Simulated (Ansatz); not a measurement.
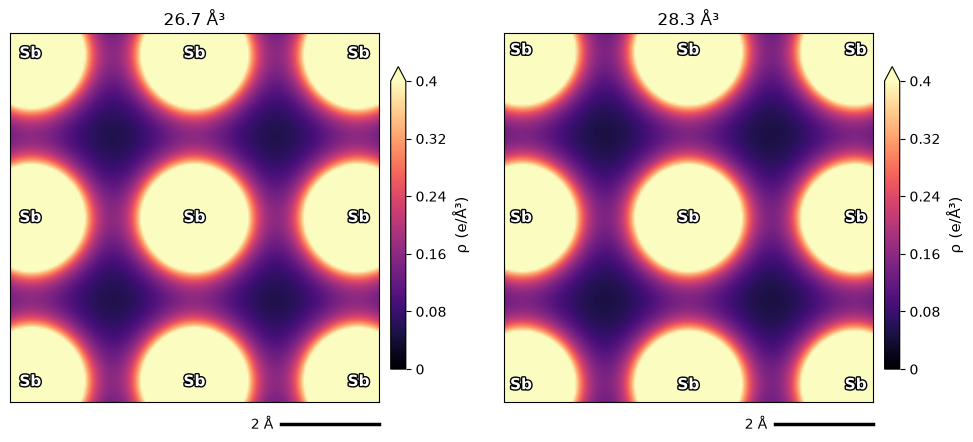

Sb. The valence pseudo-density of cells scaled evenly to different volumes (given per atom above each panel), on the (101) plane of each (indices in the axes of the cell below), at one length scale and on one colour scale.

A structure from a database of computed crystals, not necessarily the ambient phase.

All numbers below come from Ansatz 0.2.0, Kohn-Sham DFT of a periodic cell, LDA, Ansatz PAW.

Core electrons are frozen (PAW), and the valence fields are smoothed inside the atomic spheres.

The largest cell:

```cif
data_structure
_symmetry_space_group_name_H-M 'P 1'
_symmetry_Int_Tables_number 1
_cell_length_a 3.4192
_cell_length_b 3.4192
_cell_length_c 3.4192
_cell_angle_alpha 60.000
_cell_angle_beta 60.000
_cell_angle_gamma 60.000
_cell_volume 28.27
loop_
_atom_site_label
_atom_site_type_symbol
_atom_site_fract_x
_atom_site_fract_y
_atom_site_fract_z
_atom_site_occupancy
Sb1 Sb 0.00000 0.00000 0.00000 1
```

| volume (Å³/atom) | Sb–Sb contact in the plane (Å) | ρ at its midpoint (e/Å³) | pressure (GPa) | 
| --- | --- | --- | --- |
| 26.67 | 3.353 | 0.160 | −2.3 | 
| 27.73 | 3.398 | ? | ? | 
| 28.27 | 3.419 | 0.146 | −5.4 | 

What values belong in the row with question marks?

Answer. Over the known rows ln ρ falls by 1.39 per Å of Sb–Sb distance (the line through the two), which gives 0.150 e/Å³ at 3.398 Å; the calculation gives 0.150 e/Å³. For the pressure, a straight line in volume between the neighbouring rows gives −4.4 GPa; the calculation gives −4.5.
